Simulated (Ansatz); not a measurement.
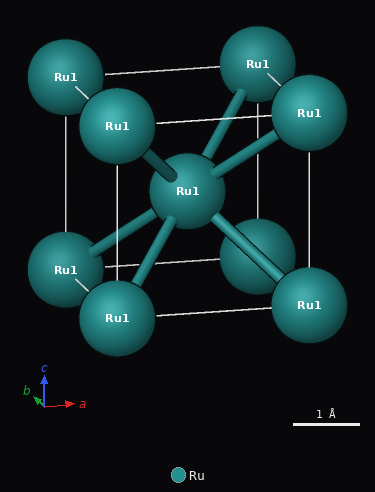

Figure 1. The structure of run A (ball-and-stick view of the cell 2 times as large as that of the calculation, set on its symmetry axes, seen slightly off an axis; atoms are numbered from 1 in the order of the input).

# From Ru to Fe

System: Ru (Im-3m, 1 atom in the cell).
Method of run A: DFT PBE, scalar-relativistic, plane waves, PAW, no spin polarisation (Ansatz 0.2.0).
System of run B: Fe (1 atom in the cell).

On run A: The structure was made by swapping elements on the sites of another compound; it need not be a known phase. On run B: The structure derives from a Materials Project entry. Text and figures count atoms from 1; the logs count them from 0 in places.

### The input, run A
```yaml
crystal:
  lattice:
    - [-1.5160848609, 1.5160848609, 1.5160848609]
    - [1.5160848609, -1.5160848609, 1.5160848609]
    - [1.5160848609, 1.5160848609, -1.5160848609]
  atoms:
    - { symbol: Ru, position: [0.0, 0.0, 0.0] }
basis:
  ecutwfc: 420
kpoints:
  mp_grid: { grid: [20, 20, 20] }
hamiltonian:
  xc: pbe
scf:
  occupations: { method: gaussian, width: 0.1 }
output:
  forces: true
  stress: true
  eigenvalues: true
relax:
  adjacent_minimum: "off"
  f_tol: 0.01
  max_steps: 60
  cell: { stress_tol: 0.1 }
```

Command:
```bash
ansatz run input.yaml --threads 1 --pin off --max-ram 2560MiB --backend cpu --events-out ev --progress --plain --runs-dir out
```

Hardware: 1 thread of Intel Xeon (Granite Rapids), 128 GiB of memory available, shared host.

### Output, shortened to warnings, some set-up lines, iterations and results (run A)
```
Basis set: ecut = 420 eV, 249 PW (Γ), exchange–correlation on 36×36×36 points (8 copies of the dense FFT grid, shifted against one another)
Symmetry: 48 space group operations
k-points: 256 of 8000
Initial density: superposition of atomic densities (neutral atoms: chi_scale 0, normalization atom), corrected by the library's trained network
[...]
SCF iter   1: F=—  HF=-5878.057668 eV  |F-HF|=—  |Δ(HF+E_count)|=         —  Δρ=4.92e-3  dr2=5.77e-4  ethr=1.77e-3  ⟨swp⟩=5.0  Hψ=16810  notcnv=0
SCF iter   2: F=—  HF=-5878.057513 eV  |F-HF|=—  |Δ(HF+E_count)|=   1.55e-4  Δρ=2.45e-3  dr2=1.57e-4  ethr=3.60e-6  ⟨swp⟩=2.0  Hψ=7045  notcnv=0
SCF iter   3: F=—  HF=-5878.057678 eV  |F-HF|=—  |Δ(HF+E_count)|=   1.65e-4  Δρ=8.04e-4  dr2=8.35e-5  ethr=9.80e-7  ⟨swp⟩=2.3  Hψ=4755  notcnv=0
SCF iter   4: F=—  HF=-5878.057649 eV  |F-HF|=—  |Δ(HF+E_count)|=   2.94e-5  Δρ=1.68e-4  dr2=2.92e-6  ethr=5.22e-7  ⟨swp⟩=2.6  Hψ=4695  notcnv=0
SCF iter   5: F=-5878.057648 eV  HF=-5878.057648 eV  |F-HF|=3.63e-8  |Δ(HF+E_count)|=   6.02e-7  Δρ=3.22e-5  dr2=8.94e-8  ethr=1.82e-8  ⟨swp⟩=2.4  Hψ=4778  notcnv=0
[... 23 lines ...]
SCF iter   2: F=—  HF=-5878.063193 eV  |F-HF|=—  |Δ(HF+E_count)|=   2.47e-6  Δρ=3.65e-5  dr2=2.83e-8  ethr=6.61e-10  ⟨swp⟩=1.3  Hψ=3245  notcnv=0
SCF iter   3: F=—  HF=-5878.063193 eV  |F-HF|=—  |Δ(HF+E_count)|=   4.73e-8  Δρ=3.73e-6  dr2=1.60e-9  ethr=1.77e-10  ⟨swp⟩=2.7  Hψ=5091  notcnv=0
SCF iter   4: F=-5878.063193 eV  HF=-5878.063193 eV  |F-HF|=2.73e-12  |Δ(HF+E_count)|=  5.22e-10  Δρ=7.71e-7  dr2=2.09e-11  ethr=1.00e-12  ⟨swp⟩=3.0  Hψ=12683  notcnv=0
SCF 5 converged in 4 iterations: F = -5878.063193 eV  dr2 = 2.09e-11
relax step   5: F+E_penalty+E_count = -5878.06319290 eV  Δ(F+E_penalty+E_count) = -1.237e-4 eV  max|allowed force component| = 0.000e0 eV/Å  Δτ_max = 0.0000 Å  P = -0.017 GPa …
basis re-selected at this cell: Δ(F+E_penalty+E_count) = -1.237e-4 eV, ΔP = -0.014 GPa vs the last step (what re-selecting the basis moved, of the pressure what is left beyond the Pulay correction that the steps carried, after the strain that the cell walked since its last selection, with what the …
SCF converged after 4 iterations
Free energy (F): -5878.063193 eV
Harris-Foulkes:  -5878.063193 eV  (|F-HF|=2.73e-12)
Internal energy: -5878.052335 eV  (E = F + TS)
E sigma→0 (E₀):  -5878.057764 eV
Entropy (-TS):   -0.010858 eV (-10.858 meV/atom)
Fermi energy:    22.343843 eV
--- Per-component energies (eV) ---
  E_band       = -70.237411
  E_kinetic    = 513.533168
  E_local      = -1308.399369  (includes V_loc(G=0)·N_el)
  E_nonlocal   = 344.016118
  E_hartree    = 420.548699
  E_xc         = -189.963146
  E_vxc        = -238.427676  (∫ρ·V_xc dr)
  E_paw        = -3461.021310  (= ΣΔE_a)
  E_vpaw       = -222.056892  (= ΣTr[D̂ρ^β])
  E_aug_tail   = -0.000187  (compensation charges beyond the density's cutoff)
  E_ewald      = -2196.766309
  E_smearing   = -0.010858  (= −TS)
  E_closure    = -0.000000  (closes the sum)
  Σ components = -5878.063193   (vs F -5878.063193, Δ=0.00e0)
--- Forces (eV/Å), atoms counted from 1 ---
  atom   1  Ru     0.00000000     0.00000000    -0.00000000
  max |Σ_I F_I| component: 4.49e-33 eV/Å
--- Stress (GPa, compression-positive) ---
       -0.016604      -0.000000       0.000000
        0.000000      -0.016604      -0.000000
        0.000000      -0.000000      -0.016604
  P = ⅓ Tr σ = -0.0166 GPa (-0.166 kbar)
--- Relaxed structure (4 steps of the walk, 4 accepted, 1 SCFs on fresh bases) ---
  F+E_penalty+E_count = -5878.06319290 eV   max|allowed force component| = 0.000e0 eV/Å   (the final SCF, on the basis selected at the relaxed cell)
  cell:  # Å, volume = 14.2342 Å³
    - [-1.5267144994087685, 1.5267144994087685, 1.5267144994087685]
    - [1.5267144994087685, -1.5267144994087685, 1.5267144994087685]
    - [1.5267144994087685, 1.5267144994087685, -1.5267144994087685]
  atoms:
    - { symbol: Ru, position: [0.0, 0.0, 0.0] }
```

The input of run B differs as follows (lines with − go, lines with + come):
```diff
-    - [-1.5160848609, 1.5160848609, 1.5160848609]
-    - [1.5160848609, -1.5160848609, 1.5160848609]
-    - [1.5160848609, 1.5160848609, -1.5160848609]
+    - [-1.4315177495, 1.4315177495, 1.4315177495]
+    - [1.4315177495, -1.4315177495, 1.4315177495]
+    - [1.4315177495, 1.4315177495, -1.4315177495]
-    - { symbol: Ru, position: [0.0, 0.0, 0.0] }
+    - { symbol: Fe, position: [0.0, 0.0, 0.0], spin: 2.65 }
+  populations: true
+  write_density: true
+  write_potential: true
+  elf: true
+  volumetric_format: npy
+magnetization:
+  spin_polarized: true
-  f_tol: 0.01
-  max_steps: 60
-  cell: { stress_tol: 0.1 }
+  f_tol: 0.005
+  max_steps: 80
+  cell: { stress_tol: 0.05 }
```

How does run B compare with run A?

The total energies belong to different systems, so their difference says nothing on which is more stable or more accurate. The volume per atom goes from 14.23 to 11.36 Å³. With spin allowed, the absolute moment of the cell comes to 2.29 μB. The SCF takes 35 iterations over all geometry steps against 23. On the same kind of shared host run B took about 2.4 times as long. The two runs start from different initial densities, which also moves the count.

### Output, shortened to warnings, some set-up lines, iterations and results (run B)
```
Basis set: ecut = 420 eV, 225 PW (Γ), exchange–correlation on 36×36×36 points (8 copies of the dense FFT grid, shifted against one another)
Symmetry: 48 space group operations
k-points: 256 of 8000
Initial density: superposition of atomic densities (chi_scale 0.1, normalization cell)
[...]
SCF iter   1: F=—  HF=-4480.465992 eV  |F-HF|=—  |Δ(HF+E_count)|=         —  Δρ=7.46e-2 (↑6.75e-2 ↓7.46e-2)  dr2=1.42e0  dr2_m=6.06e-2  M=2.295 μB ∫|m|=2.348 μB  β_m=0.30  …
SCF iter   2: F=—  HF=-4479.905977 eV  |F-HF|=—  |Δ(HF+E_count)|=   5.60e-1  Δρ=3.36e-2 (↑3.36e-2 ↓1.92e-2)  dr2=3.50e-2  dr2_m=6.15e-2  M=2.372 μB ∫|m|=2.449 μB  β_m=0.29  …
SCF iter   3: F=—  HF=-4480.121034 eV  |F-HF|=—  |Δ(HF+E_count)|=         —  Δρ=1.79e-2 (↑1.32e-2 ↓1.79e-2)  dr2=2.57e-3  dr2_m=2.39e-2  M=2.247 μB ∫|m|=2.329 μB  β_m=0.29  …
SCF iter   4: F=—  HF=-4480.252467 eV  |F-HF|=—  |Δ(HF+E_count)|=   1.31e-1  Δρ=1.34e-2 (↑1.02e-2 ↓1.34e-2)  dr2=3.92e-3  dr2_m=1.30e-2  M=2.246 μB ∫|m|=2.336 μB  β_m=0.64  …
SCF iter   5: F=—  HF=-4480.473825 eV  |F-HF|=—  |Δ(HF+E_count)|=   2.21e-1  Δρ=5.41e-3 (↑5.41e-3 ↓4.04e-3)  dr2=3.04e-3  dr2_m=6.39e-4  M=2.221 μB ∫|m|=2.338 μB  β_m=0.58  …
[... 33 lines ...]
SCF iter   6: F=—  HF=-4480.487562 eV  |F-HF|=—  |Δ(HF+E_count)|=  3.39e-10  Δρ=4.35e-7 (↑4.35e-7 ↓1.64e-7)  dr2=2.81e-11  dr2_m=2.12e-12  M=2.170 μB ∫|m|=2.285 μB  β_m=0.87  …
SCF iter   7: F=—  HF=-4480.487562 eV  |F-HF|=—  |Δ(HF+E_count)|=  5.00e-11  Δρ=1.59e-7 (↑1.59e-7 ↓5.40e-8)  dr2=3.61e-12  dr2_m=3.09e-13  M=2.170 μB ∫|m|=2.285 μB  β_m=0.94  …
SCF iter   8: F=-4480.487562 eV  HF=-4480.487562 eV  |F-HF|=0.00e0  |Δ(HF+E_count)|=  5.46e-12  Δρ=3.90e-8 (↑3.90e-8 ↓2.64e-8)  dr2=3.33e-13  dr2_m=5.23e-15  M=2.170 μB …
SCF 4 converged in 8 iterations: F = -4480.487562 eV  dr2 = 3.33e-13
relax step   4: F+E_penalty+E_count = -4480.48756242 eV  Δ(F+E_penalty+E_count) = +2.110e-4 eV  max|allowed force component| = 0.000e0 eV/Å  Δτ_max = 0.0000 Å  P = -0.036 GPa …
basis re-selected at this cell: Δ(F+E_penalty+E_count) = +2.110e-4 eV, ΔP = +0.004 GPa vs the last step (what re-selecting the basis moved, of the pressure what is left beyond the Pulay correction that the steps carried, after the strain that the cell walked since its last selection, with what the …
SCF converged after 8 iterations
Magnetization: 2.1697 μB (9.0848 up, 6.9152 down)
Absolute magnetization: 2.2854 μB (∫|ρ↑−ρ↓|, with the PAW one-centre terms)
Spin contamination: 0.0367 ħ² per cell (⟨S²⟩ above its minimum at these occupations)
Per-site moments (μB) at R_I (Å): [(2.2162740953399123, 1.0116514885795402)]
Free energy (F): -4480.487562 eV
Harris-Foulkes:  -4480.487562 eV  (|F-HF|=0.00e0)
Internal energy: -4480.482442 eV  (E = F + TS)
E sigma→0 (E₀):  -4480.485002 eV
Entropy (-TS):   -0.005120 eV (-5.120 meV/atom)
Fermi energy:    18.552587 eV
--- Per-component energies (eV) ---
  E_band       = -211.545656
  E_kinetic    = 350.526829
  E_local      = -2063.296096  (includes V_loc(G=0)·N_el)
  E_nonlocal   = 218.320152
  E_hartree    = 866.724042
  E_xc         = -117.945730
  E_vxc        = -151.882173  (∫ρ·V_xc dr)
  E_paw        = -1366.192892  (= ΣΔE_a)
  E_vpaw       = -298.663482  (= ΣTr[D̂ρ^β])
  E_aug_tail   = 0.000994  (compensation charges beyond the density's cutoff)
  E_ewald      = -2368.619742
  E_smearing   = -0.005120  (= −TS)
  E_closure    = 0.000000  (closes the sum)
  Σ components = -4480.487562   (vs F -4480.487562, Δ=0.00e0)
--- Forces (eV/Å), atoms counted from 1 ---
  atom   1  Fe    -0.00000000    -0.00000000    -0.00000000
  max |Σ_I F_I| component: 1.23e-31 eV/Å
--- Stress (GPa, compression-positive) ---
       -0.036274      -0.000000      -0.000000
        0.000000      -0.036274      -0.000000
        0.000000       0.000000      -0.036274
  P = ⅓ Tr σ = -0.0363 GPa (-0.363 kbar)
--- Relaxed structure (3 steps of the walk, 3 accepted, 1 SCFs on fresh bases) ---
  F+E_penalty+E_count = -4480.48756242 eV   max|allowed force component| = 0.000e0 eV/Å   (the final SCF, on the basis selected at the relaxed cell)
  cell:  # Å, volume = 11.3553 Å³
    - [-1.415944870927232, 1.415944870927232, 1.415944870927232]
    - [1.415944870927232, -1.415944870927232, 1.415944870927232]
    - [1.415944870927232, 1.415944870927232, -1.415944870927232]
  atoms:
[...]
```

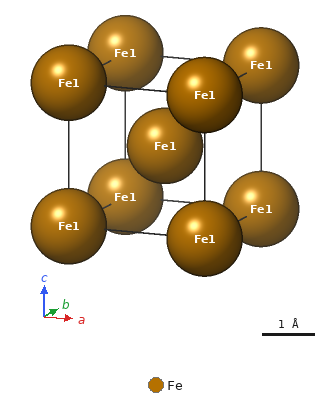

Figure 2. The input structure of run B (spheres-only view of the cell 2 times as large as that of the calculation, set on its symmetry axes, seen slightly off an axis; atoms are numbered from 1 in the order of the input).

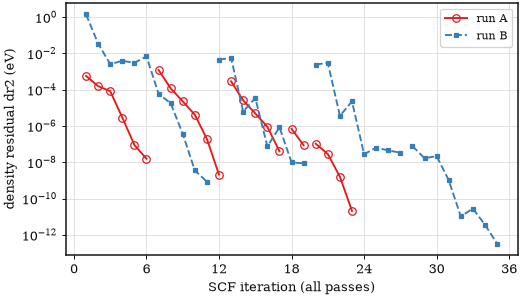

Figure 3. Convergence of the two runs: density residual dr2 against the SCF iteration. A break in a curve parts two SCF passes. Run A takes 23 iterations in all, and run B takes 35.

### The two runs side by side

```tsv
quantity	run A	run B
outcome	converged	converged
free energy per atom (eV)	−5878.0632	−4480.4876
energy per atom, smearing taken to zero (eV)	−5878.0578	−4480.4850
gap on the mesh (eV)	0.00	0.00
pressure (GPa)	−0.02	−0.04
volume per atom (Å³)	14.23	11.36
largest force (eV/Å)	0.000	0.000
SCF iterations	23	35
irreducible k-points	256	256
net moment of the cell (μB)	–	2.17
absolute moment of the cell (μB)	–	2.29
wall time (shared host)	6.7 s	16 s
```
